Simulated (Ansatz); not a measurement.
**Geometry relaxation of C$_{11}$H$_{2}$ (part 1 of 3)**

C$_{11}$H$_{2}$ (slab, 26 atoms in the cell), computed with DFT PBE+D3(BJ), scalar-relativistic, plane waves, PAW, no spin polarisation (Ansatz 0.2.0).

The structure derives from an entry of the Crystallography Open Database. The input holds or restrains some coordinates.

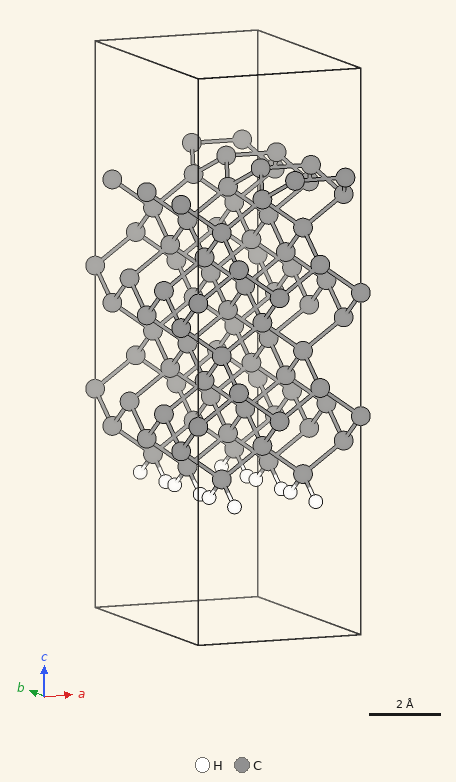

Fig. 1: The starting structure (ball-and-stick view of the 1 × 3 repeat of the cell, with the vacuum cut short, seen slightly off an axis).

Summary:

- outcome: converged under the restraints of the input
- electrons treated: 92
- free energy: −5573.8367 eV
- work function, top face: 4.67 eV
- work function, bottom face: 1.67 eV
- Fermi energy: 3.676 eV
- gap on the k-point mesh: 0.62 eV
- final volume: 333.37 Å³
- work function (upper face): 4.67 eV
- largest force (length of the vector) at the end, held atoms and coordinates included: 13.056 eV/Å
- hardware: 2 threads of Intel Xeon @ 2.10GHz (Emerald Rapids), 189 GiB of memory available, shared host
- wall time: 4.7 min (CPU time 8.8 min)
- peak memory: 0.81 GiB

The program warns: the exchange-correlation potential is rough where the density is thin.

Input:
```yaml
crystal:
  lattice:
    - [5.0301999768, 0.0, 0.0]
    - [0.0, 2.5150999884, 0.0]
    - [0.0, 0.0, 26.3504572859]
  atoms:
    - { symbol: H, position: [0.25, 0.1299113338, 0.3225750471] }
    - { symbol: H, position: [0.25, 0.8700886662, 0.3225750471] }
    - { symbol: H, position: [0.75, 0.8700886662, 0.3225750471] }
    - { symbol: H, position: [0.75, 0.1299113338, 0.3225750471] }
    - { symbol: C, position: [0.25, 0.5, 0.3475551069] }
    - { symbol: C, position: [0.75, 0.5, 0.3475551069] }
    - { symbol: C, position: [0.5, 0.5, 0.3813010917] }
    - { symbol: C, position: [0.0, 0.5, 0.3813010917] }
    - { symbol: C, position: [0.5, 0.0, 0.4150470764] }
    - { symbol: C, position: [0.0, 0.0, 0.4150470764] }
    - { symbol: C, position: [0.75, 0.0, 0.4487930611] }
    - { symbol: C, position: [0.25, 0.0, 0.4487930611] }
    - { symbol: C, position: [0.75, 0.5, 0.4825390458] }
    - { symbol: C, position: [0.25, 0.5, 0.4825390458] }
    - { symbol: C, position: [0.0, 0.5, 0.5162850305] }
    - { symbol: C, position: [0.5, 0.5, 0.5162850305] }
    - { symbol: C, position: [0.0, 0.0, 0.5500310152] }
    - { symbol: C, position: [0.5, 0.0, 0.5500310152] }
    - { symbol: C, position: [0.25, 0.0, 0.5837769999] }
    - { symbol: C, position: [0.75, 0.0, 0.5837769999] }
    - { symbol: C, position: [0.25, 0.5, 0.6175229846] }
    - { symbol: C, position: [0.75, 0.5, 0.6175229846] }
    - { symbol: C, position: [0.5, 0.5, 0.6512689693] }
    - { symbol: C, position: [0.0, 0.5, 0.6512689693] }
    - { symbol: C, position: [0.595, 0.0, 0.6774249529] }
    - { symbol: C, position: [0.905, 0.0, 0.6774249529] }
basis:
  ecutwfc: 420
kpoints:
  mp_grid: { grid: [5, 10, 1] }
hamiltonian:
  xc: pbe
  dispersion: d3bj
scf:
  occupations: { method: gaussian, width: 0.05 }
output:
  forces: true
  eigenvalues: true
  write_density: true
  write_potential: true
  elf: true
  volumetric_format: npy
relax:
  adjacent_minimum: "off"
  f_tol: 0.03
  max_steps: 70
  constraints: [{ sites: [0, 1, 2, 3, 4, 5, 6, 7, 8, 9, 10, 11, 12, 13] }]
efield:
  axis: 3
  dipole_correction: true
```

Launched with:
```bash
ansatz run input.yaml --threads 2 --pin off --max-ram 5120MiB --backend cpu --events-out ev --progress --plain --runs-dir out
```

The program's output:
```
Engine: ansatz 0.2.0, x86_64-unknown-linux-gnu
Pseudopotentials: kind: paw
Pseudopotential: H, paw, valence charge 1, recommended cutoff 420 eV (normal), H.paw.azcp
Pseudopotential: C, paw, valence charge 4, recommended cutoff 420 eV (normal), C.paw.azcp
Functional definition: PBE
  parameter kappa = 0.804
  parameter beta = 0.06672455060314922
  exchange = pbe_x(kappa = kappa, mu = beta*pi^2/3)
  correlation = pbe_c(beta = beta)
Crystal: 26 atoms, lattice volume = 333.372 Å³
Basis set: ecut = 420 eV, 6541 PW (Γ), exchange–correlation on 72×36×360 points (8 copies of the dense FFT grid, shifted against one another)
Bands: 72, of which v1, the nominal top of the filled ones, is band 46 counted from 1 (45 counted from 0)
Symmetry: 4 space group operations
Space group: Pmm2 (ITA 25), of the structure as read, at distance tolerance 6.9e-5 Å
k-points: 18 of 50
Non-local potential: H, projectors of the file, l = 0: 2, l = 1: 1
Non-local potential: C, projectors of the file, l = 0: 2, l = 1: 2, l = 2: 1
PAW form: soft (Blöchl's): semilocal exchange-correlation on the pseudo side does not see the compensation charge
PAW one-centre angular grid: H, 110 points (default); XC on 64 Gauss nodes
PAW one-centre angular grid: C, 110 points (default); XC on 64 Gauss nodes
Initial density: superposition of atomic densities (neutral atoms: chi_scale 0, normalization atom), corrected by the library's trained network
Initial wavefunctions: pseudopotential atomic-orbital guess
Functional: x = pbe(κ = 0.804, μ = 0.2195149727645171), c = pbe(β = 0.06672455060314922)
SCF iter   1: F=—  HF=-5573.047273 eV  |F-HF|=—  |Δ(HF+E_count)|=         —  Δρ=1.62e-2  dr2=8.62e0  ethr=1.77e-3  p=-0.170 e·Å  D=-9.25e-2 V/Å  ΔV_dip=2.44 eV  dr2_dipole=3.61e0  V_vac-E_F(+/−)=4.46/2.02 eV  ⟨swp⟩=11.3  Hψ=8853  notcnv=0  defer=257
efield: sawtooth ramp at fractional position 0.9500 (placed from the atoms, in the widest stretch of the axis that holds none; the zero of the levels goes with the place), width 0.1000; the density the first Hamiltonian is built on has a dipole p = -0.170 e·Å; the dipole correction subtracts the counter field D = -9.25e-2 V/Å, which shifts the + side's vacuum level by +2.44 eV against the − side's; the planar-averaged density in the ramp window peaks in size at 3.2e-5 e/Å³
preconditioner: auto → LDOS  [metal: Δε(μ)=0.029 eV  Ē_g=15.738 eV  σ=0.050 eV  W_gap=0.32  n_scr=48 (ndim 8)  ℏωp=19.5 eV  f_vac=0.545  D(μ)=5.41/eV (n_scr^D=32)  β→1.0]
SCF iter   2: F=—  HF=-5572.804273 eV  |F-HF|=—  |Δ(HF+E_count)|=   2.43e-1  Δρ=1.18e-2  dr2=1.69e0  ethr=1.77e-3  p=-0.161 e·Å  D=-8.72e-2 V/Å  ΔV_dip=2.30 eV  dr2_dipole=6.72e-1  V_vac-E_F(+/−)=4.54/2.24 eV  ⟨swp⟩=3.3  Hψ=2117  notcnv=0  defer=363
SCF iter   3: F=—  HF=-5572.653421 eV  |F-HF|=—  |Δ(HF+E_count)|=   1.51e-1  Δρ=4.61e-3  dr2=1.12e-1  ethr=1.77e-3  p=-0.213 e·Å  D=-1.16e-1 V/Å  ΔV_dip=3.05 eV  dr2_dipole=3.52e-5  V_vac-E_F(+/−)=4.76/1.71 eV  ⟨swp⟩=2.2  Hψ=1712  notcnv=0  defer=364
SCF iter   4: F=—  HF=-5572.642212 eV  |F-HF|=—  |Δ(HF+E_count)|=   1.12e-2  Δρ=2.32e-3  dr2=4.44e-2  ethr=1.22e-4  p=-0.210 e·Å  D=-1.14e-1 V/Å  ΔV_dip=3.00 eV  dr2_dipole=5.92e-4  V_vac-E_F(+/−)=4.94/1.95 eV  ⟨swp⟩=3.5  Hψ=2136  notcnv=0  defer=356
SCF iter   5: F=—  HF=-5572.639273 eV  |F-HF|=—  |Δ(HF+E_count)|=   2.94e-3  Δρ=1.36e-3  dr2=2.81e-2  ethr=4.82e-5  p=-0.231 e·Å  D=-1.25e-1 V/Å  ΔV_dip=3.30 eV  dr2_dipole=1.18e-4  V_vac-E_F(+/−)=5.07/1.76 eV  ⟨swp⟩=3.3  Hψ=2098  notcnv=0  defer=355
SCF iter   6: F=—  HF=-5572.634951 eV  |F-HF|=—  |Δ(HF+E_count)|=   4.32e-3  Δρ=7.38e-4  dr2=1.21e-2  ethr=3.06e-5  p=-0.222 e·Å  D=-1.21e-1 V/Å  ΔV_dip=3.18 eV  dr2_dipole=4.94e-3  V_vac-E_F(+/−)=5.12/1.94 eV  ⟨swp⟩=2.2  Hψ=1572  notcnv=0  defer=353
SCF iter   7: F=—  HF=-5572.634138 eV  |F-HF|=—  |Δ(HF+E_count)|=   8.14e-4  Δρ=2.96e-4  dr2=2.66e-3  ethr=1.32e-5  p=-0.227 e·Å  D=-1.23e-1 V/Å  ΔV_dip=3.24 eV  dr2_dipole=1.60e-3  V_vac-E_F(+/−)=5.18/1.94 eV  ⟨swp⟩=2.2  Hψ=1518  notcnv=0  defer=356
SCF iter   8: F=—  HF=-5572.633985 eV  |F-HF|=—  |Δ(HF+E_count)|=   1.53e-4  Δρ=1.45e-4  dr2=4.32e-4  ethr=2.89e-6  p=-0.231 e·Å  D=-1.25e-1 V/Å  ΔV_dip=3.30 eV  dr2_dipole=2.68e-4  V_vac-E_F(+/−)=5.23/1.93 eV  ⟨swp⟩=2.3  Hψ=1581  notcnv=0  defer=356
SCF iter   9: F=—  HF=-5572.633963 eV  |F-HF|=—  |Δ(HF+E_count)|=   2.17e-5  Δρ=5.59e-5  dr2=3.92e-5  ethr=4.69e-7  p=-0.233 e·Å  D=-1.27e-1 V/Å  ΔV_dip=3.33 eV  dr2_dipole=2.13e-5  V_vac-E_F(+/−)=5.25/1.91 eV  ⟨swp⟩=2.2  Hψ=1619  notcnv=0  defer=356
SCF iter  10: F=-5572.633961 eV  HF=-5572.633962 eV  |F-HF|=1.72e-6  |Δ(HF+E_count)|=   7.31e-7  Δρ=3.30e-5  dr2=4.78e-6  ethr=2.45e-8  p=-0.234 e·Å  D=-1.27e-1 V/Å  ΔV_dip=3.35 eV  dr2_dipole=7.73e-7  V_vac-E_F(+/−)=5.25/1.91 eV  ⟨swp⟩=34.0  Hψ=17899  notcnv=0
SCF 1 converged in 10 iterations: F = -5572.633961 eV  dr2 = 4.78e-6
  Residual-converged pass: ⟨swp⟩=1.0  Hψ=1368  notcnv=0  max |occ|·‖R‖ = 6.9e-9 eV (tolerance 1.0e-8 eV)  dr2=4.78e-6  dr2_onsite=4.45e-8  max |Δocc| = 6.1e-10
  greatest PAW one-centre occupation: 0.667 electrons in one spin orbital (limit 2), on the C atom at site 21 (counted from 0), in its partial waves of l = 0
relax step   1: F+E_penalty+E_count = -5572.63396078 eV  Δ(F+E_penalty+E_count) = +0.000e0 eV  max|allowed force component| = 4.818e0 eV/Å  Δτ_max = 0.0000 Å  (10 SCF iters, dr2 threshold 2.25e-5 eV, accepted)
Initial density: handed on by an earlier stage of this run
Initial wavefunctions: those handed on with the density
iter 1 solved again at ethr=3.37e-4 eV; its pass at ethr=3.10e-3 eV (dr2=3.10e-1 eV) is discarded
SCF iter   1: F=—  HF=-5573.753378 eV  |F-HF|=—  |Δ(HF+E_count)|=         —  Δρ=1.17e-2  dr2=3.02e-1  ethr=3.37e-4  p=-0.234 e·Å  D=-1.27e-1 V/Å  ΔV_dip=3.35 eV  dr2_dipole=1.91e-4  V_vac-E_F(+/−)=5.26/1.91 eV  ⟨swp⟩=2.1  Hψ=5116  notcnv=0  defer=354
efield: sawtooth ramp at fractional position 0.9500 (handed on by an earlier solve), width 0.1000; the density the first Hamiltonian is built on has a dipole p = -0.234 e·Å; the dipole correction subtracts the counter field D = -1.27e-1 V/Å, which shifts the + side's vacuum level by +3.35 eV against the − side's; the planar-averaged density in the ramp window peaks in size at 6.1e-6 e/Å³
preconditioner: auto → LDOS  [insulator: Δε(μ)=0.150 eV  Ē_g=15.985 eV  σ=0.050 eV  W_gap=0.96  n_scr=48 (ndim 8)  ℏωp=19.5 eV  f_vac=0.548  D(μ)=0.16/eV (n_scr^D=2)  ε∞_Penn≈2.5  β→1.0]
SCF iter   2: F=—  HF=-5573.750002 eV  |F-HF|=—  |Δ(HF+E_count)|=   3.38e-3  Δρ=6.92e-3  dr2=2.59e-1  ethr=3.28e-4  p=-0.208 e·Å  D=-1.13e-1 V/Å  ΔV_dip=2.98 eV  dr2_dipole=5.91e-5  V_vac-E_F(+/−)=4.86/1.88 eV  ⟨swp⟩=3.3  Hψ=2242  notcnv=0  defer=354
preconditioner: auto → Resta (q_TF=auto, 2.201 Å⁻¹)  ε∞=2.5  [insulator: Δε(μ)=0.255 eV  Ē_g=15.989 eV  σ=0.050 eV  W_gap=1.00  n_scr=48 (ndim 8)  ℏωp=19.5 eV  f_vac=0.549  D(μ)=0.00/eV (n_scr^D=0)  ε∞_Penn≈2.5  vacuum switching on, ρ_ref=1.9e-2 e/Å³  β→0.5]
SCF iter   3: F=—  HF=-5573.668844 eV  |F-HF|=—  |Δ(HF+E_count)|=   8.12e-2  Δρ=1.83e-3  dr2=3.98e-3  ethr=2.81e-4  p=-0.224 e·Å  D=-1.21e-1 V/Å  ΔV_dip=3.20 eV  dr2_dipole=1.20e-4  V_vac-E_F(+/−)=5.05/1.85 eV  ⟨swp⟩=3.1  Hψ=2353  notcnv=0  defer=371
SCF iter   4: F=—  HF=-5573.669477 eV  |F-HF|=—  |Δ(HF+E_count)|=   6.32e-4  Δρ=4.29e-4  dr2=6.26e-4  ethr=4.32e-6  p=-0.215 e·Å  D=-1.17e-1 V/Å  ΔV_dip=3.08 eV  dr2_dipole=1.59e-4  V_vac-E_F(+/−)=4.99/1.91 eV  ⟨swp⟩=2.8  Hψ=1973  notcnv=0  defer=371
SCF iter   5: F=—  HF=-5573.669487 eV  |F-HF|=—  |Δ(HF+E_count)|=   1.01e-5  Δρ=1.23e-4  dr2=7.91e-5  ethr=1.09e-7  p=-0.220 e·Å  D=-1.19e-1 V/Å  ΔV_dip=3.14 eV  dr2_dipole=2.92e-5  V_vac-E_F(+/−)=5.01/1.87 eV  ⟨swp⟩=27.1  Hψ=17557  notcnv=0
SCF iter   6: F=-5573.669484 eV  HF=-5573.669487 eV  |F-HF|=2.61e-6  |Δ(HF+E_count)|=   7.51e-8  Δρ=4.18e-5  dr2=7.54e-6  ethr=8.59e-8  p=-0.218 e·Å  D=-1.18e-1 V/Å  ΔV_dip=3.12 eV  dr2_dipole=2.65e-7  V_vac-E_F(+/−)=5.00/1.88 eV  ⟨swp⟩=22.2  Hψ=15162  notcnv=0
SCF 2 converged in 6 iterations: F = -5573.669484 eV  dr2 = 7.54e-6
  greatest PAW one-centre occupation: 0.667 electrons in one spin orbital (limit 2), on the C atom at site 4 (counted from 0), in its partial waves of l = 0
relax step   2: F+E_penalty+E_count = -5573.66948417 eV  Δ(F+E_penalty+E_count) = -1.036e0 eV  max|allowed force component| = 2.661e0 eV/Å  Δτ_max = 0.1136 Å  (6 SCF iters, dr2 threshold 1.00e-4 eV, accepted)
SCF iter   1: F=—  HF=-5573.669598 eV  |F-HF|=—  |Δ(HF+E_count)|=         —  Δρ=8.99e-3  dr2=2.65e-1  ethr=1.56e-3  p=-0.218 e·Å  D=-1.18e-1 V/Å  ΔV_dip=3.12 eV  dr2_dipole=1.24e-2  V_vac-E_F(+/−)=4.88/1.76 eV  ⟨swp⟩=4.1  Hψ=3024  notcnv=0  defer=331
efield: sawtooth ramp at fractional position 0.9500 (handed on by an earlier solve), width 0.1000; the density the first Hamiltonian is built on has a dipole p = -0.218 e·Å; the dipole correction subtracts the counter field D = -1.18e-1 V/Å, which shifts the + side's vacuum level by +3.12 eV against the − side's; the planar-averaged density in the ramp window peaks in size at 6.2e-6 e/Å³
preconditioner: auto → Resta (q_TF=auto, 2.201 Å⁻¹)  ε∞=2.5  [insulator: Δε(μ)=0.455 eV  Ē_g=15.875 eV  σ=0.050 eV  W_gap=1.00  n_scr=48 (ndim 8)  ℏωp=19.5 eV  f_vac=0.546  D(μ)=0.00/eV (n_scr^D=0)  ε∞_Penn≈2.5  vacuum switching on, ρ_ref=1.8e-2 e/Å³]
SCF iter   2: F=—  HF=-5573.612522 eV  |F-HF|=—  |Δ(HF+E_count)|=   5.71e-2  Δρ=3.65e-3  dr2=4.17e-2  ethr=2.88e-4  p=-0.262 e·Å  D=-1.42e-1 V/Å  ΔV_dip=3.74 eV  dr2_dipole=6.43e-3  V_vac-E_F(+/−)=5.19/1.45 eV  ⟨swp⟩=2.9  Hψ=2232  notcnv=0  defer=359
SCF iter   3: F=—  HF=-5573.605820 eV  |F-HF|=—  |Δ(HF+E_count)|=   6.70e-3  Δρ=2.00e-3  dr2=6.86e-3  ethr=4.53e-5  p=-0.231 e·Å  D=-1.26e-1 V/Å  ΔV_dip=3.31 eV  dr2_dipole=1.31e-4  V_vac-E_F(+/−)=4.94/1.64 eV  ⟨swp⟩=2.7  Hψ=1791  notcnv=0  defer=359
SCF iter   4: F=—  HF=-5573.605344 eV  |F-HF|=—  |Δ(HF+E_count)|=   4.76e-4  Δρ=9.15e-4  dr2=1.65e-3  ethr=7.45e-6  p=-0.233 e·Å  D=-1.26e-1 V/Å  ΔV_dip=3.33 eV  dr2_dipole=3.45e-5  V_vac-E_F(+/−)=4.93/1.60 eV  ⟨swp⟩=2.3  Hψ=2048  notcnv=0  defer=353
SCF iter   5: F=—  HF=-5573.605142 eV  |F-HF|=—  |Δ(HF+E_count)|=   2.02e-4  Δρ=2.34e-4  dr2=8.65e-5  ethr=1.79e-6  p=-0.229 e·Å  D=-1.24e-1 V/Å  ΔV_dip=3.28 eV  dr2_dipole=7.47e-7  V_vac-E_F(+/−)=4.90/1.61 eV  ⟨swp⟩=2.0  Hψ=1645  notcnv=0  defer=353
SCF iter   6: F=-5573.605152 eV  HF=-5573.605154 eV  |F-HF|=1.42e-6  |Δ(HF+E_count)|=   1.15e-5  Δρ=4.73e-5  dr2=6.56e-6  ethr=9.40e-8  p=-0.229 e·Å  D=-1.25e-1 V/Å  ΔV_dip=3.28 eV  dr2_dipole=3.71e-7  V_vac-E_F(+/−)=4.89/1.61 eV  ⟨swp⟩=28.1  Hψ=17504  notcnv=0
SCF 3 converged in 6 iterations: F = -5573.605152 eV  dr2 = 6.56e-6
  Residual-converged pass: ⟨swp⟩=1.0  Hψ=1368  notcnv=0  max |occ|·‖R‖ = 7.1e-9 eV (tolerance 1.0e-8 eV)  dr2=6.56e-6  dr2_onsite=4.06e-8  max |Δocc| = 5.2e-32
relax step   3: F+E_penalty+E_count = -5573.60515238 eV  Δ(F+E_penalty+E_count) = +6.433e-2 eV  max|allowed force component| = 1.813e0 eV/Å  Δτ_max = 0.0879 Å  (6 SCF iters, dr2 threshold 1.00e-4 eV, rejected (line search))
SCF iter   1: F=—  HF=-5573.893254 eV  |F-HF|=—  |Δ(HF+E_count)|=         —  Δρ=8.47e-3  dr2=2.23e-1  ethr=2.46e-3  p=-0.229 e·Å  D=-1.25e-1 V/Å  ΔV_dip=3.28 eV  dr2_dipole=5.41e-3  V_vac-E_F(+/−)=4.86/1.58 eV  ⟨swp⟩=4.1  Hψ=2783  notcnv=0  defer=326
efield: sawtooth ramp at fractional position 0.9500 (handed on by an earlier solve), width 0.1000; the density the first Hamiltonian is built on has a dipole p = -0.229 e·Å; the dipole correction subtracts the counter field D = -1.25e-1 V/Å, which shifts the + side's vacuum level by +3.28 eV against the − side's; the planar-averaged density in the ramp window peaks in size at 6.2e-6 e/Å³
preconditioner: auto → Resta (q_TF=auto, 2.201 Å⁻¹)  ε∞=2.5  [insulator: Δε(μ)=0.807 eV  Ē_g=15.999 eV  σ=0.050 eV  W_gap=1.00  n_scr=48 (ndim 8)  ℏωp=19.5 eV  f_vac=0.550  D(μ)=0.00/eV (n_scr^D=0)  ε∞_Penn≈2.5  vacuum switching on, ρ_ref=1.9e-2 e/Å³]
SCF iter   2: F=—  HF=-5573.835830 eV  |F-HF|=—  |Δ(HF+E_count)|=   5.74e-2  Δρ=3.28e-3  dr2=1.84e-2  ethr=2.42e-4  p=-0.199 e·Å  D=-1.08e-1 V/Å  ΔV_dip=2.85 eV  dr2_dipole=3.39e-4  V_vac-E_F(+/−)=4.57/1.73 eV  ⟨swp⟩=3.0  Hψ=2277  notcnv=0  defer=373
SCF iter   3: F=—  HF=-5573.833217 eV  |F-HF|=—  |Δ(HF+E_count)|=   2.61e-3  Δρ=1.48e-3  dr2=3.18e-3  ethr=2.00e-5  p=-0.208 e·Å  D=-1.13e-1 V/Å  ΔV_dip=2.97 eV  dr2_dipole=2.93e-5  V_vac-E_F(+/−)=4.65/1.68 eV  ⟨swp⟩=2.1  Hψ=1743  notcnv=0  defer=373
SCF iter   4: F=—  HF=-5573.833169 eV  |F-HF|=—  |Δ(HF+E_count)|=   4.80e-5  Δρ=3.04e-4  dr2=4.31e-4  ethr=3.45e-6  p=-0.206 e·Å  D=-1.12e-1 V/Å  ΔV_dip=2.94 eV  dr2_dipole=6.68e-5  V_vac-E_F(+/−)=4.65/1.71 eV  ⟨swp⟩=2.3  Hψ=1712  notcnv=0  defer=373
SCF iter   5: F=—  HF=-5573.833140 eV  |F-HF|=—  |Δ(HF+E_count)|=   2.95e-5  Δρ=8.16e-5  dr2=3.38e-5  ethr=4.68e-7  p=-0.209 e·Å  D=-1.14e-1 V/Å  ΔV_dip=2.99 eV  dr2_dipole=5.25e-6  V_vac-E_F(+/−)=4.68/1.69 eV  ⟨swp⟩=2.9  Hψ=1627  notcnv=0  defer=373
SCF iter   6: F=—  HF=-5573.833316 eV  |F-HF|=—  |Δ(HF+E_count)|=   1.76e-4  Δρ=2.67e-5  dr2=1.83e-6  ethr=3.67e-8  p=-0.208 e·Å  D=-1.13e-1 V/Å  ΔV_dip=2.98 eV  dr2_dipole=4.95e-8  V_vac-E_F(+/−)=4.67/1.69 eV  ⟨swp⟩=2.1  Hψ=2061  notcnv=0  defer=373
SCF iter   7: F=—  HF=-5573.833317 eV  |F-HF|=—  |Δ(HF+E_count)|=   1.20e-6  Δρ=8.34e-6  dr2=3.55e-7  ethr=1.99e-9  p=-0.209 e·Å  D=-1.13e-1 V/Å  ΔV_dip=2.98 eV  dr2_dipole=5.00e-8  V_vac-E_F(+/−)=4.67/1.69 eV  ⟨swp⟩=2.4  Hψ=1870  notcnv=0  defer=373
SCF iter   8: F=-5573.833317 eV  HF=-5573.833317 eV  |F-HF|=7.58e-9  |Δ(HF+E_count)|=   6.29e-8  Δρ=2.08e-6  dr2=1.90e-8  ethr=1.09e-10  p=-0.208 e·Å  D=-1.13e-1 V/Å  ΔV_dip=2.98 eV  dr2_dipole=4.79e-9  V_vac-E_F(+/−)=4.67/1.69 eV  ⟨swp⟩=24.9  Hψ=13802  notcnv=0
SCF 4 converged in 8 iterations: F = -5573.833317 eV  dr2 = 1.90e-8
relax step   4: F+E_penalty+E_count = -5573.83331748 eV  Δ(F+E_penalty+E_count) = -1.638e-1 eV  max|allowed force component| = 2.455e-1 eV/Å  Δτ_max = 0.0429 Å  (8 SCF iters, accepted)
```
